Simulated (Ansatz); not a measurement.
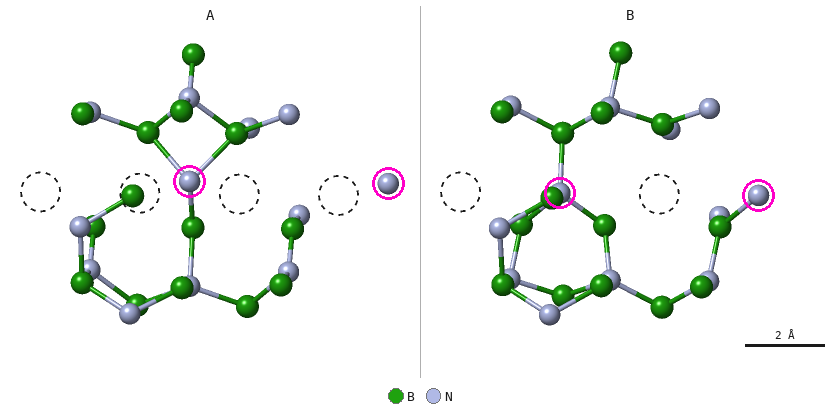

A vacancy jump of nitrogen in BN (P6_3mc phase), in a cell of charge +3 (on a uniform background) with 15 atoms, whose images lie 4.9 Å apart. One frame is the relaxed vacancy; in the other the neighbouring N atom (ringed) was set half-way along its jump of 2.55 Å and all atoms were relaxed in the symmetry of that start. Dashed circles mark empty sites. A ball-and-stick model of the slice 3.8 Å thick through the jump, out to 4.1 Å from its middle, seen across the jump.

Level of theory: Ansatz, DFT PBE, scalar-relativistic, plane waves, PAW. (plane-wave cutoff 420 eV; k-point mesh 6 × 6 × 6; occupations gaussian; smearing width 0.05 eV; no spin polarisation; atoms relaxed in a fixed cell; force threshold 0.02 eV/Å).

> What does the half-way point cost?

Frame A is the half-way start after relaxation. It lies 4.86 eV above the relaxed vacancy. The atom stays half-way, bowed 0.31 Å off the straight line. The symmetry of the start was kept and can hold it there, so for a path with one hump at the middle this is the barrier or an upper bound to it. There it has 1 B as nearest neighbours, the closest at 1.41 Å. The gap on the mesh is 0.12 eV with the relaxed vacancy and 0.92 eV half-way.

Limits of the set-up: the periodic images lie only 4.9 Å apart, so the values are limited by the cell's size; the cell is charged, on a uniform background, and energies carry no finite-size correction.
